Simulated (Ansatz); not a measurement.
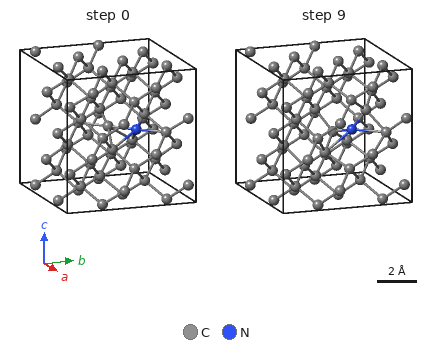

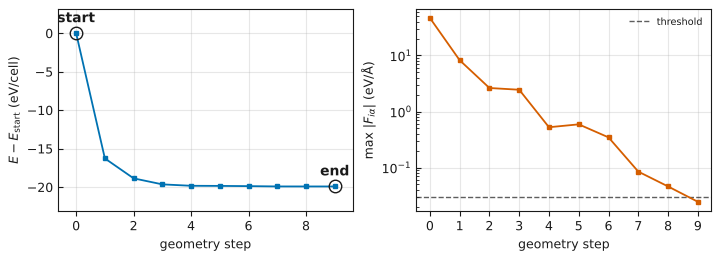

First and last geometry of a relaxation of a defect cell of composition C64N (cell charge −3), with the history of the run. Style: ball-and-stick. Shown: the cell of the calculation (origin shifted), slightly off an axis.

These are results of Ansatz, DFT, PBEsol, PAW, plane waves, not measurements. (plane-wave cutoff 420 eV; k-point mesh 1 × 1 × 1; mesh shifted by (0.25, 0.25, 0.25); collinear spin; atoms relaxed in a fixed cell; force threshold 0.03 eV/Å; at most 80 steps)

### Read the history and describe the run.

It converged. The atom that moves furthest is a C atom (0.54 Å along [2 3 −2]). By element the largest moves are C 0.54 Å, N 0.27 Å. The lattice vectors keep their values. Some distances before and after: C–C 1.723 → 2.237 Å, C–C 1.003 → 1.486 Å, C–N 1.746 → 2.139 Å, C–N 1.608 → 1.285 Å. Among the angles between lasting bonds that change: C–C–N 62.1° → 99.4°, C–C–C 91.5° → 118.7°, C–C–C 133.1° → 108.0°. Over 9 geometry steps the energy falls by 19.907 eV per cell of the calculation. The largest force component goes from 47 to 0.025 eV/Å. The program noted that the starting moments weren't kept. The run took 62 s on 7 threads of Arm Neoverse-V2, peak memory 1.2 GiB.

Limits of the set-up: the periodic images lie only 7.1 Å apart, so the values are limited by the cell's size; the cell is charged, on a uniform background, and energies carry no finite-size correction.
